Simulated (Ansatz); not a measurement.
```yaml
crystal:
  lattice:
    - [5.54389, 0.00000, 0.00000]
    - [0.00000, 5.54389, 0.00000]
    - [0.00000, 0.00000, 5.56440]
  atoms:
    - { symbol: Ba, position: [0.00000, 0.00000, 0.00000] }
    - { symbol: Ba, position: [0.50000, 0.50000, 0.00000] }
    - { symbol: Ba, position: [0.50000, 0.00000, 0.50000] }
    - { symbol: Ba, position: [0.00000, 0.50000, 0.50000] }
    - { symbol: O, position: [0.50000, 0.00000, 0.00000] }
    - { symbol: O, position: [0.00000, 0.50000, 0.00000] }
    - { symbol: O, position: [0.00000, 0.00000, 0.50000] }
    - { symbol: O, position: [0.50000, 0.50000, 0.50000] }
```

Space group I4/mmm; started from the rocksalt prototype, which need not be the ambient phase; changed on purpose from its base cell (uniaxial z strain +0.4%).

Level of theory: DFT, PBE, plane waves, PAW (Ansatz 0.2.0).

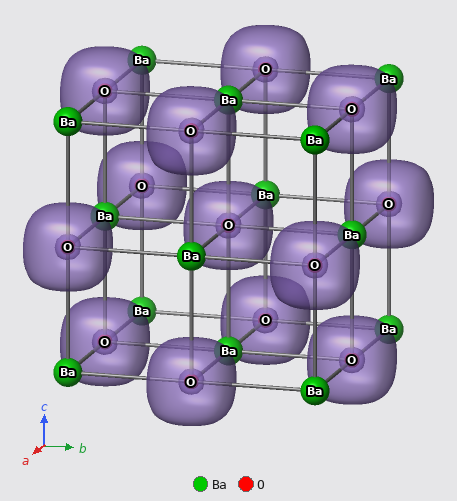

BaO. Isosurface of the electron localisation function at 0.6 (purple), seen slightly off an axis. Core shells and regions of very low density are left out. Sticks mark near contacts.

Question: Identify the bonds, lone pairs and shells in this picture.

Answer: At this value the surface marks out four regions wrapped around O (the valence shell of each), counted in one cell of 8 atoms. Any copies at cell faces, edges or corners count once.

Values along the shortest contacts:
Ba–O (2.77 Å): the ELF is about 0.15 at the midpoint (a largely ionic contact).

Question: Metal or insulator at this level of theory?

Answer: It is gapped, with a Kohn–Sham gap of 2.1 eV on the k-point mesh, an upper bound to the gap of this method.
